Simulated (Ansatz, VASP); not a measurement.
**MgO: VASP beside Ansatz**

One calculation is typed for both programs; each brings its own data sets and cutoff. How far apart do they land?

Method: plane waves, with VASP 6.6.1 beside it; relaxation of cell and atoms at HSE06, in Ansatz 0.2.0.

## Step 1: Starting point

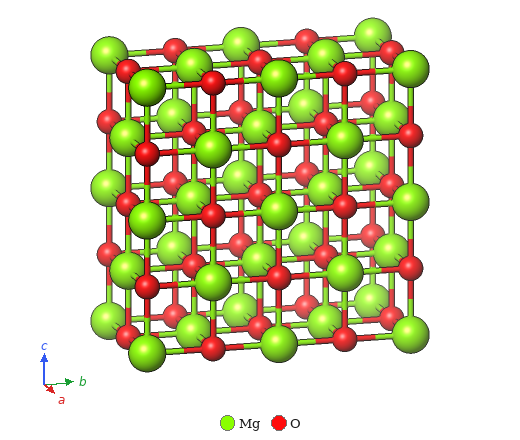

The starting structure, seen slightly off an axis (magnesium green, oxygen red). 1×2×2 cells are drawn. This picture shows the conventional cell, with its axes. Some periodic images of atoms are drawn too.

Structure file:

```xyz
2
Lattice="0.0000 2.1052 2.1052 2.1052 0.0000 2.1052 2.1052 2.1052 0.0000" Properties=species:S:1:pos:R:3 pbc="T T T"
Mg    0.0000    0.0000    0.0000
O     2.1052    2.1052    2.1052
```

## Step 2: VASP: relaxation of cell and atoms, HSE06

The relaxed volume is the usual yardstick between codes: its relative difference is about their pressure difference at one cell divided by the bulk modulus.

Lines of VASP's logs that name or quote its potential files are left out, and so is its time.

Input file INCAR:

```
SYSTEM = MgO
PREC = Accurate
ENCUT = 520
EDIFF = 1E-07
NELM = 100
ISMEAR = 0
SIGMA = 0.03
LREAL = .FALSE.
ALGO = Normal
LHFCALC = .TRUE.
AEXX = 0.25
GGA = PE
HFSCREEN = 0.2
LASPH = .TRUE.
NBANDS = 10
PRECFOCK = Fast
LORBIT = 11
LWAVE = .FALSE.
LCHARG = .FALSE.
KPAR = 2
IBRION = 2
NSW = 50
ISIF = 3
EDIFFG = -0.002
```

Input file POSCAR:

```
MgO
1.0
    0.0000000000      2.1052050000      2.1052050000
    2.1052050000      0.0000000000      2.1052050000
    2.1052050000      2.1052050000      0.0000000000
Mg O
1 1
Direct
    0.0000000000      0.0000000000      0.0000000000
    0.5000000000      0.5000000000      0.5000000000
```

Input file KPOINTS:

```
Automatic mesh
0
Gamma
6 6 6
0 0 0
```

PAW data sets: Mg and O (PBE family, release 64).

Started as:

```console
mpirun -np 2 vasp_std
```

Numbers of over 12 decimals in the logs are rounded to 6 here.

The log of the run:

```text
[banner, memory and clock lines left out]
running    2 mpi-ranks, on    1 nodes
 distrk:  each k-point on    1 cores,    2 groups
 distr:  one band on    1 cores,    1 groups

 POSCAR found type information on POSCAR MgO
 POSCAR found :  2 types and       2 ions
 LDA part: xc-table for (Slater+PW92), standard interpolation
 found WAVECAR, reading the header
 POSCAR, INCAR and KPOINTS ok, starting setup
 FFT: planning ... GRIDC
 FFT: planning ... GRID_SOFT
 FFT: planning ... GRID
 reading WAVECAR
 the WAVECAR file was read successfully
 initial charge from wavefunction
 entering main loop
       N       E                     dE             d eps       ncg     rms          rms(c)
DAV:   1    -0.142395731796E+02   -0.14240E+02   -0.57535E-01   320   0.435E+00    0.609E-01
DAV:   2    -0.142315421275E+02    0.80311E-02   -0.23038E-02   340   0.129E+00    0.255E-01
DAV:   3    -0.142310357437E+02    0.50638E-03   -0.95660E-03   324   0.595E-01    0.186E-01
DAV:   4    -0.142309629582E+02    0.72785E-04   -0.11573E-04   332   0.958E-02    0.115E-01
DAV:   5    -0.142308555987E+02    0.10736E-03   -0.15916E-04   320   0.116E-01    0.563E-02
DAV:   6    -0.142308353272E+02    0.20272E-04   -0.19441E-05   324   0.480E-02    0.308E-02
DAV:   7    -0.142308268565E+02    0.84707E-05   -0.43149E-06   324   0.193E-02    0.186E-02
DAV:   8    -0.142308244630E+02    0.23935E-05   -0.21119E-06   334   0.129E-02    0.115E-02
DAV:   9    -0.142308237546E+02    0.70849E-06   -0.47268E-07   320   0.782E-03    0.695E-03
DAV:  10    -0.142308236039E+02    0.15067E-06   -0.15785E-07   324   0.490E-03    0.411E-03
DAV:  11    -0.142308235567E+02    0.47170E-07   -0.59342E-08   160   0.299E-03
   1 F= -.14230824E+02 E0= -.14230824E+02  d E =-.142308E+02
 curvature:   0.00 expect dE= 0.000E+00 dE for cont linesearch  0.000E+00
 trial: gam= 0.00000 g(F)=  0.330E-49 g(S)=  0.185E-02 ort = 0.000E+00 (trialstep = 0.100E+01)
 search vector abs. value=  0.185E-02
 bond charge predicted
       N       E                     dE             d eps       ncg     rms          rms(c)
DAV:   1    -0.142367751384E+02   -0.59515E-02   -0.12831E-01   320   0.326E+00    0.559E-01
DAV:   2    -0.142311914211E+02    0.55837E-02   -0.12181E-02   320   0.736E-01    0.170E-01
DAV:   3    -0.142313650076E+02   -0.17359E-03   -0.51039E-03   336   0.477E-01    0.426E-02
DAV:   4    -0.142313981546E+02   -0.33147E-04   -0.15423E-05   322   0.366E-02    0.271E-02
DAV:   5    -0.142313729571E+02    0.25198E-04   -0.94158E-05   326   0.630E-02    0.133E-02
DAV:   6    -0.142313737828E+02   -0.82571E-06   -0.71339E-06   332   0.181E-02    0.101E-02
DAV:   7    -0.142313730256E+02    0.75717E-06   -0.85298E-07   304   0.692E-03    0.515E-03
DAV:   8    -0.142313729159E+02    0.10979E-06   -0.37280E-07   292   0.439E-03    0.264E-03
DAV:   9    -0.142313729462E+02   -0.30306E-07   -0.37035E-08   160   0.133E-03
   2 F= -.14231373E+02 E0= -.14231373E+02  d E =-.549389E-03
 trial-energy change:   -0.000549  1 .order   -0.000539   -0.001852    0.000774
 step:   0.7102(harm=  0.7053)  dis= 0.00000  next Energy=   -14.231485 (dE=-0.661E-03)
 bond charge predicted
       N       E                     dE             d eps       ncg     rms          rms(c)
DAV:   1    -0.142319382709E+02   -0.56536E-03   -0.10749E-02   320   0.940E-01    0.161E-01
DAV:   2    -0.142314689161E+02    0.46935E-03   -0.10273E-03   320   0.214E-01    0.485E-02
DAV:   3    -0.142314837109E+02   -0.14795E-04   -0.42890E-04   336   0.138E-01    0.121E-02
DAV:   4    -0.142314864507E+02   -0.27399E-05   -0.12524E-06   322   0.105E-02    0.773E-03
DAV:   5    -0.142314842623E+02    0.21884E-05   -0.79471E-06   326   0.183E-02    0.366E-03
DAV:   6    -0.142314842726E+02   -0.10278E-07   -0.58647E-07   294   0.516E-03
   3 F= -.14231484E+02 E0= -.14231484E+02  d E =-.660716E-03
 curvature:  -0.35 expect dE=-0.188E-06 dE for cont linesearch -0.188E-06
 trial: gam= 0.00000 g(F)=  0.876E-49 g(S)=  0.534E-06 ort =-0.315E-04 (trialstep = 0.942E+00)
 search vector abs. value=  0.534E-06
 reached required accuracy - stopping structural energy minimisation
```

OUTCAR, selected parts (step 2):

```text
ion  position               nearest neighbor table
   1  0.000  0.000  0.000-   2 2.11   2 2.11   2 2.11   2 2.11   2 2.11   2 2.11
   2  0.500  0.500  0.500-   1 2.11   1 2.11   1 2.11   1 2.11   1 2.11   1 2.11

  LATTYP: Found a face centered cubic cell.
 ALAT       =     4.2104100000

 Subroutine GETGRP returns: Found 48 space group operations
 (whereof 48 operations were pure point group operations)

The static configuration has the point symmetry O_h .

 Found     16 irreducible k-points:

   k-points           NKPTS =     16   k-points in BZ     NKDIM =    216   number of bands    NBANDS=     10

   dimension x,y,z NGX =    24 NGY =   24 NGZ =   24
   dimension x,y,z NGXF=    48 NGYF=   48 NGZF=   48

   ENCUT  =  520.0 eV  38.22 Ry    6.18 a.u.   5.54  5.54  5.54*2*pi/ulx,y,z

   NELECT =       8.0000    total number of electrons

 k-points in reciprocal lattice and weights: Automatic mesh
   0.00000000  0.00000000  0.00000000       0.005
   0.16666667  0.00000000  0.00000000       0.037
   0.33333333  0.00000000  0.00000000       0.037
   0.50000000  0.00000000  0.00000000       0.019
   0.16666667  0.16666667  0.00000000       0.028
   0.33333333  0.16666667  0.00000000       0.111
   0.50000000  0.16666667  0.00000000       0.111
  -0.33333333  0.16666667  0.00000000       0.111
  -0.16666667  0.16666667  0.00000000       0.056
[...]
-0.33333333  0.33333333  0.16666667       0.111
  -0.33333333  0.50000000  0.16666667       0.056

  exchange ACFDT corr.  =         0.00000000  see jH, gK, PRB 81, 115126

 average (electrostatic) potential at core
       1 -30.6679       2 -63.3465

 E-fermi :   2.2425

 k-point     1 :       0.0000    0.0000    0.0000
  band No.  band energies     occupation
      1     -16.8810      2.00000
      2       1.9949      2.00000
      3       1.9949      2.00000
      4       1.9949      2.00000
      5       8.5567      0.00000
      6      19.8303      0.00000
      7      19.8303      0.00000
      8      19.8303      0.00000
      9      23.7837      0.00000
    ...

 k-point     2 :       0.1667    0.0000    0.0000
  band No.  band energies     occupation
      1     -16.5785      2.00000
      2       0.4204      2.00000
      3       1.8020      2.00000
      4       1.8020      2.00000
      5      10.0228      0.00000
      6      17.4753      0.00000
      7      20.4491      0.00000
      8      20.4491      0.00000
      9      24.4580      0.00000
    ...

 k-point     3 :       0.3333    0.0000    0.0000
  band No.  band energies     occupation
      1     -15.8990      2.00000
      2      -1.9403      2.00000
      3       1.4409      2.00000
      4       1.4409      2.00000
      5      11.5745      0.00000
      6      16.5180      0.00000
      7      20.7075      0.00000
      8      20.7075      0.00000
      9      25.2209      0.00000
    ...

  Total        0.0027171      0.0027171      0.0027171      0.0000000     -0.0000000      0.0000000
  in kB        0.2352242      0.2352242      0.2352242      0.0000000     -0.0000000      0.0000000
  external PRESSURE =       0.2352242 kB  Pullay stress =       0.0000000 kB

  energy-cutoff  :      520.00
  volume of cell :       18.51
      direct lattice vectors                 reciprocal lattice vectors
     0.000000000  2.099436157  2.099436157    -0.238159183  0.238159183  0.238159183
     2.099436157  0.000000000  2.099436157     0.238159183 -0.238159183  0.238159183
     2.099436157  2.099436157  0.000000000     0.238159183  0.238159183 -0.238159183

 POSITION                                       TOTAL-FORCE (eV/Angst)
 -----------------------------------------------------------------------------------
      0.00000      0.00000      0.00000        -0.000000      0.000000     -0.000000
      2.09944      2.09944      2.09944         0.000000     -0.000000      0.000000
 -----------------------------------------------------------------------------------
    total drift:                               -0.000000     -0.000001     -0.000001

  FREE ENERGIE OF THE ION-ELECTRON SYSTEM (eV)
  ---------------------------------------------------
  free  energy   TOTEN  =       -14.2314842726 eV

  energy  without entropy=      -14.2314842726  energy(sigma->0) =      -14.23148427

 reached required accuracy - stopping structural energy minimisation

 total charge
# of ion       s       p       d       tot
------------------------------------------
    1        0.145   0.180   0.079   0.405
    2        1.546   3.591   0.000   5.137
--------------------------------------------------
tot          1.692   3.771   0.079   5.542

[... 3 further parts left out ...]
```

CONTCAR:

```
MgO
   1.00000000000000
     0.0000000000000000    2.0994361567183266    2.0994361567183266
     2.0994361567183266    0.0000000000000000    2.0994361567183266
     2.0994361567183266    2.0994361567183266    0.0000000000000000
  Mg              O
     1     1
Direct
     0.0000000000000000    0.0000000000000000    0.0000000000000000
     0.5000000000000000    0.5000000000000000    0.5000000000000000
```

[end of part 1 of 2]

[Lines on the potential files, build, host, timing and source positions are cut from VASP's logs without a mark.]

[Logs are printed without paths, hosts, clocks, repeated set-up lines and the standing remarks that a program may print on its own settings, such as how far it seeks lower states.]

[Hosts, paths, dates, database ids (printed as entryN), source tags and the programs' standing remarks are cut or masked in the printed files.]
